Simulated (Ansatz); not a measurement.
# Single-point calculation, with input and output: WS2

- system: WS2 (3 atoms in the cell)
- method: DFT r2SCAN, scalar-relativistic, plane waves, PAW, spin-polarised (Ansatz 0.2.0)

The structure was built on a prototype by a generator; it need not be a known phase. It belongs to a series of runs on one base structure; here: from atoms, default search. Figures and captions count atoms from 1; the log counts them from 0 in places.

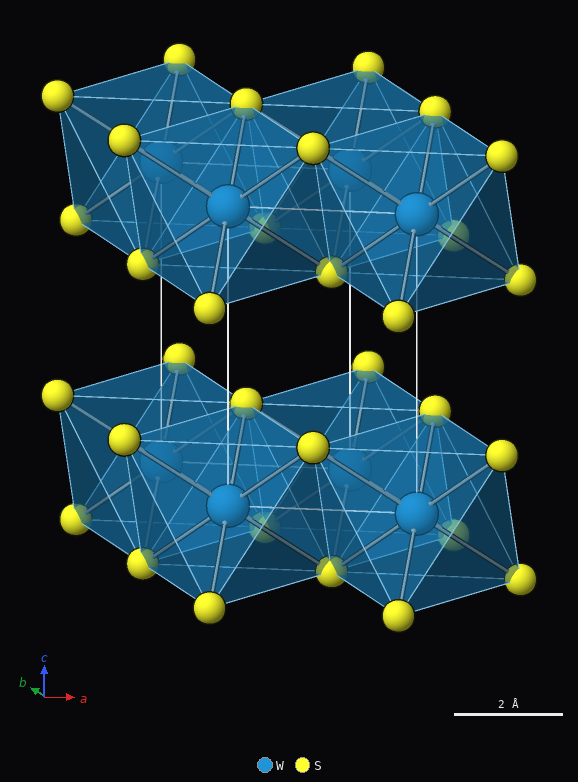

Fig. 1: The structure (polyhedral view of the cell of the calculation, seen slightly off an axis; polyhedra are completed across the faces of the cell).

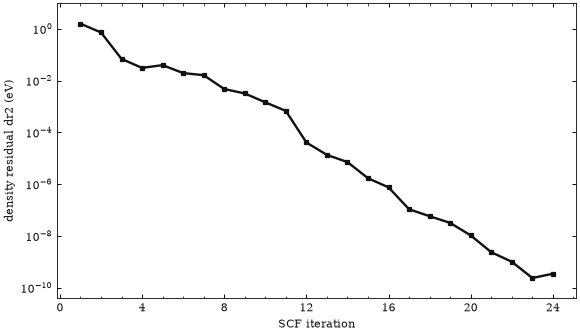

Fig. 2: Convergence of the self-consistent field: density residual dr2 against the SCF iteration. The residual falls almost steadily, with no more than small rises.

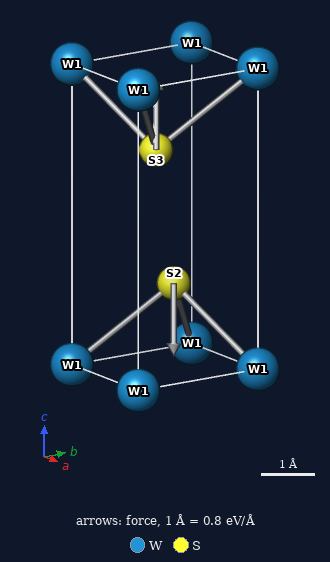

Fig. 3: Forces on the atoms as white arrows (ball-and-stick view of the cell of the calculation, seen slightly off an axis; atoms are numbered from 1 in the order of the input). The largest act on S2, S3 (1.12 eV/Å). The geometry is not a stationary point of this energy.

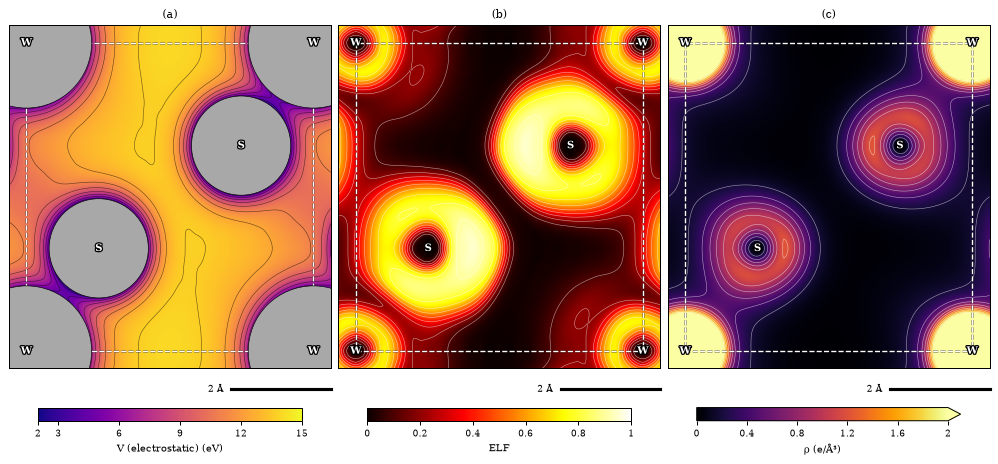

Fig. 4: (a) electrostatic potential energy of an electron; (b) electron localisation function; (c) valence pseudo-density on the (110) plane of the conventional cell. Grey discs, where drawn, cover atomic cores. Atoms in the plane: W and S. W–S (2.53 Å): the density is about 0.5 e/Å³ at the midpoint; the ELF is about 0.45 at the midpoint. Away from the nuclei the density in this plane falls to 0.01 e/Å³ at its lowest. The strong features right at W lie inside the PAW spheres (semicore, d or f shells) and say nothing about bonding. Outside the cores the potential energy rises away from the atoms and is highest about 2.5 Å from the nearest atoms; outside the discs it spans about 11 eV, and its zero is arbitrary. Core electrons are frozen (PAW), so the fields are smoothed inside the atomic spheres.

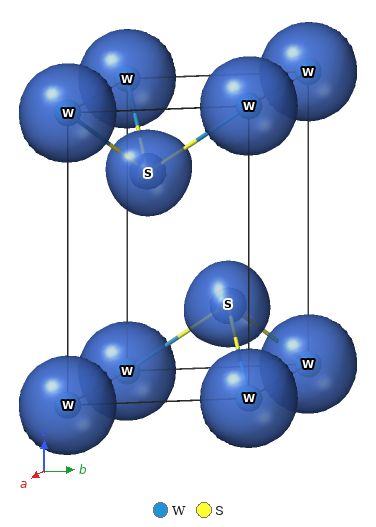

Fig. 5: Isosurface of the valence charge density (pseudo) at 0.8 e/Å³ (blue), seen slightly off an axis. Sticks mark near contacts. The outline is the cell set on symmetry axes. At this value the density breaks into separate islands; it holds about 50 % of the electrons treated as valence (semicore included). It is pinched off along the W–S (2.53 Å) contacts. On the grid the lowest density along these lines, outside the cores, is 0.49 e/Å³ (W–S, 2.53 Å).

These pictures come from the run below.

Input file:
```yaml
crystal:
  lattice:
    - [3.57820255, 0.0, 0.0]
    - [-1.78910127, 3.09881431, 0.0]
    - [0.0, 0.0, 5.77238336]
  atoms:
    - { symbol: W, position: [0.0, 0.0, 0.0], spin: 2.0 }
    - { symbol: S, position: [0.3333333333, 0.6666666667, 0.252] }
    - { symbol: S, position: [0.6666666667, 0.3333333333, 0.748] }
basis:
  ecutwfc: 500
  ecutrho_ratio: 4
kpoints:
  mp_grid: { grid: [6, 6, 4] }
hamiltonian:
  xc: r2scan
scf:
  occupations: { method: gaussian, width: 0.05 }
output:
  forces: true
  stress: true
  eigenvalues: true
  populations: true
  hubbard: { sites: [{ site: 0, l: d }] }
  write_density: true
  write_potential: true
  elf: true
  volumetric_format: npy
magnetization:
  spin_polarized: true
```

Run as:
```bash
ansatz run input.yaml --threads 4 --pin off --max-ram 6144MiB --backend cpu --events-out ev --progress --plain --runs-dir out
```

What the program printed:
```
Engine: ansatz 0.2.0, aarch64-unknown-linux-gnu
Pseudopotentials: kind: paw
Pseudopotential: W, paw, valence charge 14, recommended cutoff 500 eV (meta_gga), W.paw.azcp
Pseudopotential: S, paw, valence charge 6, recommended cutoff 500 eV (meta_gga), S.paw.azcp
Functional definition: r2SCAN
  parameter k0 = 0.174
  parameter k1 = 0.065
  parameter a1 = 4.9479
  exchange = r2scan_x(k0 = k0, k1 = k1, a1 = a1)
  correlation = r2scan_c
Crystal: 3 atoms, lattice volume = 64.005 Å³
Basis set: ecut = 500 eV, 1653 PW (Γ), exchange–correlation on 108×108×180 points (64 copies of the dense FFT grid, shifted against one another)
Bands: 18, of which v1, the nominal top of the filled ones, is band 13 counted from 1 (12 counted from 0)
Symmetry: 12 space group operations
Space group: P-3m1 (ITA 164), of the structure as read, at distance tolerance 4.0e-5 Å
Magnetic group: BNS 164.85 (UNI 1315), of the structure as read, at distance tolerance 4.0e-5 Å
k-points: 24 of 144
Non-local potential: W, projectors of the file, l = 0: 3, l = 1: 2, l = 2: 2, l = 3: 1
Non-local potential: S, projectors of the file, l = 0: 2, l = 1: 2, l = 2: 2
PAW form: soft (Blöchl's): semilocal exchange-correlation on the pseudo side does not see the compensation charge
PAW frozen core: W, regenerated for the run's functional (the file was generated under x = pbe(κ = 0.804, μ = 0.2195149727645171), c = pbe(β = 0.06672455060314922))
PAW frozen core: S, regenerated for the run's functional (the file was generated under x = pbe(κ = 0.804, μ = 0.2195149727645171), c = pbe(β = 0.06672455060314922))
PAW one-centre angular grid: W, 590 points (default); XC on 160 Gauss nodes
PAW one-centre angular grid: S, 302 points (default); XC on 160 Gauss nodes
Initial density: superposition of atomic densities (chi_scale 0.1, normalization cell)
Starting moments: Σ|m| = 2 μB on 1 of 3 sites
Initial wavefunctions: pseudopotential atomic-orbital guess
Functional: x = r2scan, c = r2scan; τ floored in thin density (d = 2e-4 eV/Å³)
SCF iter   1: F=—  HF=-12209.843287 eV  |F-HF|=—  |Δ(HF+E_count)|=         —  Δρ=2.62e-2 (↑2.62e-2 ↓2.10e-2)  dr2=1.58e0  dr2_τ=2.27e-2  dr2_m=6.47e-2  M=1.500 μB ∫|m|=1.632 μB  β_m=1.00  ethr=3.10e-3  ⟨swp⟩=5.9  Hψ=4825  notcnv=0
Mixer restart at iter 1: flushing history
preconditioner: auto → Kerker (q_TF=auto, 2.348 Å⁻¹)  [metal: Δε(μ)=0.018 eV  Ē_g=9.110 eV  σ=0.050 eV  W_gap=0.20  n_scr=22 (ndim 8)  ℏωp=19.7 eV  f_vac=0.003  D(μ)=3.74/eV (n_scr^D=34)]
spin=Collinear: Kerker preconditioning applied to the charge; magnetization (m = ρ↑ − ρ↓) channel mixes plain (no charge-response kernel on spin).
SCF iter   2: F=—  HF=-12209.898035 eV  |F-HF|=—  |Δ(HF+E_count)|=   5.47e-2  Δρ=1.60e-2 (↑1.60e-2 ↓1.52e-2)  dr2=7.24e-1  dr2_τ=4.93e-3  dr2_m=3.36e-3  M=1.500 μB ∫|m|=1.616 μB  β_m=0.39  ethr=3.10e-3  ⟨swp⟩=2.5  Hψ=1712  notcnv=0  defer=22  κ⁻¹=1.0e0(r=1)
SCF iter   3: F=—  HF=-12209.751193 eV  |F-HF|=—  |Δ(HF+E_count)|=   1.47e-1  Δρ=9.65e-3 (↑9.65e-3 ↓9.38e-3)  dr2=6.89e-2  dr2_τ=1.22e-3  dr2_m=2.87e-2  M=1.500 μB ∫|m|=1.597 μB  β_m=1.00  ethr=2.78e-3  ⟨swp⟩=2.9  Hψ=1596  notcnv=0  defer=22  κ⁻¹=4.5e-2(r=2)
SCF iter   4: F=—  HF=-12209.831512 eV  |F-HF|=—  |Δ(HF+E_count)|=         —  Δρ=4.60e-3 (↑4.33e-3 ↓4.60e-3)  dr2=3.09e-2  dr2_τ=5.21e-4  dr2_m=1.96e-3  M=1.418 μB ∫|m|=1.488 μB  β_m=1.00  ethr=2.65e-4  ⟨swp⟩=3.0  Hψ=1950  notcnv=0  defer=22
Mixer restart at iter 4: flushing history
SCF iter   5: F=—  HF=-12210.123185 eV  |F-HF|=—  |Δ(HF+E_count)|=         —  Δρ=2.00e-2 (↑2.00e-2 ↓1.77e-2)  dr2=3.96e-2  dr2_τ=2.78e-2  dr2_m=1.96e-1  M=0.474 μB ∫|m|=0.558 μB  β_m=1.00  ethr=1.19e-4  ⟨swp⟩=1.4  Hψ=899  notcnv=0  defer=22
Mixer restart at iter 5: flushing history
SCF iter   6: F=—  HF=-12209.958438 eV  |F-HF|=—  |Δ(HF+E_count)|=   1.65e-1  Δρ=4.01e-3 (↑3.05e-3 ↓4.01e-3)  dr2=1.95e-2  dr2_τ=5.91e-4  dr2_m=5.22e-3  M=0.371 μB ∫|m|=0.409 μB  β_m=1.00  ethr=1.92e-4  ⟨swp⟩=3.0  Hψ=1825  notcnv=0  defer=22
SCF iter   7: F=—  HF=-12209.988836 eV  |F-HF|=—  |Δ(HF+E_count)|=   3.04e-2  Δρ=5.70e-3 (↑4.88e-3 ↓5.70e-3)  dr2=1.62e-2  dr2_τ=1.76e-3  dr2_m=1.38e-2  M=0.108 μB ∫|m|=0.177 μB  β_m=0.81  ethr=7.51e-5  ⟨swp⟩=2.9  Hψ=1992  notcnv=0  defer=36
SCF iter   8: F=—  HF=-12210.013219 eV  |F-HF|=—  |Δ(HF+E_count)|=   2.44e-2  Δρ=3.40e-3 (↑3.40e-3 ↓3.23e-3)  dr2=4.73e-3  dr2_τ=2.53e-3  dr2_m=5.20e-3  M=0.036 μB ∫|m|=0.086 μB  β_m=0.37  ethr=6.21e-5  ⟨swp⟩=2.2  Hψ=1676  notcnv=0  defer=36
Mixer restart at iter 8: flushing history
SCF iter   9: F=—  HF=-12210.000259 eV  |F-HF|=—  |Δ(HF+E_count)|=   1.30e-2  Δρ=2.26e-3 (↑2.26e-3 ↓1.94e-3)  dr2=3.19e-3  dr2_τ=1.88e-5  dr2_m=1.77e-3  M=0.043 μB ∫|m|=0.093 μB  β_m=0.77  ethr=1.82e-5  ⟨swp⟩=1.1  Hψ=1003  notcnv=0  defer=35  κ⁻¹=1.0e0(r=1)
SCF iter  10: F=—  HF=-12209.990591 eV  |F-HF|=—  |Δ(HF+E_count)|=   9.67e-3  Δρ=1.03e-3 (↑1.03e-3 ↓6.62e-4)  dr2=1.45e-3  dr2_τ=6.14e-6  dr2_m=4.25e-5  M=0.053 μB ∫|m|=0.105 μB  β_m=0.30  ethr=1.23e-5  ⟨swp⟩=1.8  Hψ=1139  notcnv=0  defer=35  κ⁻¹=2.5e-1(r=2)
SCF iter  11: F=—  HF=-12209.989037 eV  |F-HF|=—  |Δ(HF+E_count)|=   1.55e-3  Δρ=7.44e-4 (↑7.44e-4 ↓6.56e-4)  dr2=6.73e-4  dr2_τ=3.04e-6  dr2_m=1.06e-4  M=0.055 μB ∫|m|=0.111 μB  β_m=1.00  ethr=5.59e-6  ⟨swp⟩=1.0  Hψ=864  notcnv=0  defer=35  κ⁻¹=9.2e-3(r=3)
SCF iter  12: F=—  HF=-12209.989613 eV  |F-HF|=—  |Δ(HF+E_count)|=   5.76e-4  Δρ=1.95e-4 (↑1.47e-4 ↓1.95e-4)  dr2=4.07e-5  dr2_τ=1.80e-6  dr2_m=1.00e-5  M=0.058 μB ∫|m|=0.119 μB  β_m=1.00  ethr=2.59e-6  ⟨swp⟩=2.8  Hψ=1512  notcnv=0  defer=35  κ⁻¹=6.8e-4(r=4)
SCF iter  13: F=—  HF=-12209.989530 eV  |F-HF|=—  |Δ(HF+E_count)|=   8.30e-5  Δρ=8.76e-5 (↑8.76e-5 ↓8.08e-5)  dr2=1.35e-5  dr2_τ=2.31e-7  dr2_m=5.37e-7  M=0.058 μB ∫|m|=0.119 μB  β_m=1.00  ethr=1.56e-7  ⟨swp⟩=2.0  Hψ=1394  notcnv=0  defer=35  κ⁻¹=4.4e-4(r=5)
SCF iter  14: F=—  HF=-12209.989464 eV  |F-HF|=—  |Δ(HF+E_count)|=   6.54e-5  Δρ=6.80e-5 (↑5.70e-5 ↓6.80e-5)  dr2=7.14e-6  dr2_τ=1.09e-7  dr2_m=6.12e-7  M=0.057 μB ∫|m|=0.118 μB  β_m=1.00  ethr=5.18e-8  ⟨swp⟩=1.5  Hψ=1157  notcnv=0  defer=35  κ⁻¹=1.4e-4(r=6)
SCF iter  15: F=—  HF=-12209.989459 eV  |F-HF|=—  |Δ(HF+E_count)|=   4.85e-6  Δρ=5.18e-5 (↑4.13e-5 ↓5.18e-5)  dr2=1.69e-6  dr2_τ=1.21e-7  dr2_m=1.11e-6  M=0.057 μB ∫|m|=0.118 μB  β_m=1.00  ethr=2.74e-8  ⟨swp⟩=2.0  Hψ=1478  notcnv=0  defer=35  κ⁻¹=2.3e-5(r=7)
SCF iter  16: F=—  HF=-12209.989461 eV  |F-HF|=—  |Δ(HF+E_count)|=   1.95e-6  Δρ=3.51e-5 (↑2.93e-5 ↓3.51e-5)  dr2=7.53e-7  dr2_τ=4.82e-8  dr2_m=5.23e-7  M=0.057 μB ∫|m|=0.119 μB  β_m=1.00  ethr=6.50e-9  ⟨swp⟩=2.0  Hψ=1490  notcnv=0  defer=36  κ⁻¹=1.3e-5(r=8)
SCF iter  17: F=—  HF=-12209.989458 eV  |F-HF|=—  |Δ(HF+E_count)|=   3.63e-6  Δρ=1.04e-5 (↑8.01e-6 ↓1.04e-5)  dr2=1.07e-7  dr2_τ=3.20e-9  dr2_m=2.95e-8  M=0.058 μB ∫|m|=0.122 μB  β_m=1.00  ethr=2.90e-9  ⟨swp⟩=2.9  Hψ=1669  notcnv=0  defer=36  κ⁻¹=4.5e-6(r=8)
SCF iter  18: F=—  HF=-12209.989457 eV  |F-HF|=—  |Δ(HF+E_count)|=   4.18e-7  Δρ=9.85e-6 (↑8.86e-6 ↓9.85e-6)  dr2=5.79e-8  dr2_τ=2.59e-9  dr2_m=3.96e-8  M=0.058 μB ∫|m|=0.121 μB  β_m=1.00  ethr=4.11e-10  ⟨swp⟩=2.0  Hψ=1460  notcnv=0  defer=36  κ⁻¹=1.0e-5(r=8)
SCF iter  19: F=—  HF=-12209.989458 eV  |F-HF|=—  |Δ(HF+E_count)|=   5.40e-7  Δρ=7.29e-6 (↑7.29e-6 ↓6.00e-6)  dr2=3.19e-8  dr2_τ=1.10e-9  dr2_m=1.90e-8  M=0.058 μB ∫|m|=0.120 μB  β_m=1.00  ethr=2.23e-10  ⟨swp⟩=3.0  Hψ=1906  notcnv=0  defer=36  κ⁻¹=6.2e-6(r=8)
SCF iter  20: F=—  HF=-12209.989458 eV  |F-HF|=—  |Δ(HF+E_count)|=   2.86e-7  Δρ=3.28e-6 (↑3.04e-6 ↓3.28e-6)  dr2=1.05e-8  dr2_τ=2.52e-10  dr2_m=1.24e-9  M=0.057 μB ∫|m|=0.119 μB  β_m=1.00  ethr=1.23e-10  ⟨swp⟩=3.0  Hψ=1975  notcnv=0  defer=36  κ⁻¹=2.6e-5(r=8)
SCF iter  21: F=—  HF=-12209.989458 eV  |F-HF|=—  |Δ(HF+E_count)|=   2.23e-7  Δρ=1.54e-6 (↑1.34e-6 ↓1.54e-6)  dr2=2.35e-9  dr2_τ=5.32e-11  dr2_m=5.21e-10  M=0.057 μB ∫|m|=0.120 μB  β_m=1.00  ethr=4.02e-11  ⟨swp⟩=2.0  Hψ=1501  notcnv=0  defer=36  κ⁻¹=3.3e-5(r=8)
SCF iter  22: F=—  HF=-12209.989458 eV  |F-HF|=—  |Δ(HF+E_count)|=   1.57e-8  Δρ=1.10e-6 (↑1.08e-6 ↓1.10e-6)  dr2=1.01e-9  dr2_τ=3.21e-11  dr2_m=5.08e-10  M=0.057 μB ∫|m|=0.120 μB  β_m=1.00  ethr=9.04e-12  ⟨swp⟩=3.3  Hψ=1871  notcnv=0  defer=36  κ⁻¹=2.1e-5(r=8)
SCF iter  23: F=—  HF=-12209.989458 eV  |F-HF|=—  |Δ(HF+E_count)|=   1.97e-9  Δρ=4.10e-7 (↑4.04e-7 ↓4.10e-7)  dr2=2.37e-10  dr2_τ=6.12e-12  dr2_m=4.83e-11  M=0.058 μB ∫|m|=0.120 μB  β_m=1.00  ethr=3.89e-12  ⟨swp⟩=3.0  Hψ=1955  notcnv=0  defer=36  κ⁻¹=4.3e-5(r=8)
SCF iter  24: F=-12209.989458 eV  HF=-12209.989458 eV  |F-HF|=1.42e-10  |Δ(HF+E_count)|=  2.91e-10  Δρ=3.69e-7 (↑3.55e-7 ↓3.69e-7)  dr2=3.48e-10  dr2_τ=6.35e-12  dr2_m=1.84e-11  M=0.058 μB ∫|m|=0.120 μB  ethr=1.00e-12  ⟨swp⟩=9.8  Hψ=5179  notcnv=0
SCF 1 converged in 24 iterations: F = -12209.989458 eV  dr2 = 3.48e-10
  greatest PAW one-centre occupation: 0.999 electrons in one spin orbital (limit 2), on the W atom at site 0 (counted from 0), in its partial waves of l = 0
at 1 of the mixer's solves, the last at iteration 7, it left a direction of its history that read negative out of its fit and stepped the other way along it
this state was not tested for a lower state beside it, because the mixer in use, unlike msr1, does not test its closes by its own steps (another_mixer; see scf.mixing.algorithm and scf.lower_state_search)
SCF converged after 24 iterations
Magnetization: 0.0575 μB (13.0288 up, 12.9712 down)
Absolute magnetization: 0.1242 μB (∫|ρ↑−ρ↓|, with the PAW one-centre terms)
Spin contamination: 0.0064 ħ² per cell (⟨S²⟩ above its minimum at these occupations)
Per-site moments (μB) at R_I (Å): [(0.04681408015580759, 1.0422319882643254), (-0.0047372291229695745, 1.0422319882643254), (-0.0047372291229696205, 1.0422319882643254)]
Free energy (F): -12209.989458 eV
Harris-Foulkes:  -12209.989458 eV  (|F-HF|=1.42e-10)
Internal energy: -12209.989046 eV  (E = F + TS)
E sigma→0 (E₀):  -12209.989252 eV
Entropy (-TS):   -0.000412 eV (-0.137 meV/atom)
Fermi energy:    8.879199 eV
--- Per-component energies (eV) ---
  E_band       = -272.202960
  E_kinetic    = 653.691923
  E_local      = -1677.786024  (includes V_loc(G=0)·N_el)
  E_nonlocal   = 58.008581
  E_hartree    = 628.527877
  E_xc         = -427.776441
  E_vxc        = -442.108346  (∫ρ·V_xc dr)
  E_paw        = -9811.664125  (= ΣΔE_a)
  E_vpaw       = -143.032895  (= ΣTr[D̂ρ^β])
  E_aug_tail   = -0.000046  (compensation charges beyond the density's cutoff)
  E_vtau       = 21.968703  (kinetic-family band-sum trace: ∫τ·v_τ [+ j·A + Jᵃ·Aᵃ] dr)
  E_ewald      = -1632.183307
  E_core_change = -0.807482  (= ΣΔE_core)
  E_smearing   = -0.000412  (= −TS)
  E_closure    = 0.000000  (closes the sum)
  Σ components = -12209.989458   (vs F -12209.989458, Δ=0.00e0)
--- Forces (eV/Å), atoms counted from 1 ---
  atom   1  W     -0.00000000    -0.00000000     0.00000000
  atom   2  S     -0.00000000     0.00000000    -1.12401895
  atom   3  S      0.00000000    -0.00000000     1.12401895
  max |Σ_I F_I| component: 1.85e-17 eV/Å
--- Stress (GPa, compression-positive) ---
      -19.519144      -0.000000       0.000000
       -0.000000     -19.519144       0.000000
       -0.000000       0.000000      -7.454596
  P = ⅓ Tr σ = -15.4976 GPa (-154.976 kbar)
--- Band table (eV; the first three rows and the last of 48) ---
  k-point 0 ↑: bands = ["-68.2011", "-31.7618", "-31.7618", "-31.5721", "-6.2662", "-4.4056", "2.3639", "4.2323", "4.2323", "7.6424", "7.6424", "7.8070", "8.1036", "8.1036", "8.7996", "12.0410", "12.0410", "13.8539"]
  k-point 1 ↑: bands = ["-68.2011", "-31.7618", "-31.7618", "-31.5721", "-6.1404", "-4.6372", "2.8794", "4.2509", "4.2509", "6.7205", "7.5549", "7.5549", "8.0909", "8.0909", "9.1516", "12.2452", "12.2452", "14.2693"]
  k-point 2 ↑: bands = ["-68.2011", "-31.7618", "-31.7618", "-31.5721", "-5.9706", "-4.9057", "3.6425", "4.2699", "4.2699", "5.6422", "7.4720", "7.4720", "8.0768", "8.0768", "9.2819", "12.4599", "12.4599", "14.5755"]
  k-point 23 ↓: bands = ["-68.1653", "-31.8162", "-31.8162", "-31.4386", "-4.5348", "-4.5348", "3.4895", "3.4942", "3.4942", "5.1238", "5.3888", "5.3888", "9.1092", "9.5032", "9.5032", "12.6506", "12.6506", "16.1996"]
--- Löwdin populations: 3 sites ---
  site symbol       q [e]    m [muB]
     0      W     13.2780     0.0707
     1      S      6.2600    -0.0073
     2      S      6.2600    -0.0073
  spilling = 0.007774 (of n_electrons = 26.000000)
--- Occupation matrices: 1 shell (Löwdin-built; ε = 2.00e-2, provisional) ---
  W0 d_5D: site group D3d (-3m)
  W0 d_5D up     Tr n = 2.3647  λ = 0.411 0.411 0.497 0.497 0.549  [2× x2-y2 0.46 (Eg 0.61) Eg(1.00) | 2× xz 0.46 (T2g 0.61) Eg(1.00) | z2 1.00 (T2g 1.00) A1g(1.00)]
  W0 d_5D dn     Tr n = 2.2964  λ = 0.415 0.415 0.435 0.516 0.516  [2× x2-y2 0.42 (Eg 0.72) Eg(1.00) | z2 1.00 (T2g 1.00) A1g(1.00) | 2× xz 0.42 (T2g 0.72) Eg(1.00)]
  Tr n, λ and their labels are of the run-group-symmetrised matrices; stabiliser: 12 of 24 elements of G0×{1,Θ} (closed), max defect 1.7e-15 at τ = 4.2e-3
```

Key numbers:

- outcome: converged
- space group (tolerance 0.01 Å): P-3m1 (164)
- electrons treated: 26
- free energy: −12209.9895 eV
- Fermi energy: 8.879 eV
- gap on the k-point mesh: none (metallic)
- net moment of the cell: 0.06 μB
- integrated absolute moment: 0.12 μB
- pressure: −15.50 GPa
- largest force (length of the vector): 1.124 eV/Å
- hardware: 4 threads of Arm Neoverse N1, 16 GiB of memory available, shared host
- wall time: 12 s (CPU time 45 s)
- peak memory: 0.53 GiB

Notes:

Warnings of the run: the state was not tested for a lower one. Spin–orbit coupling is left out, which matters for W.
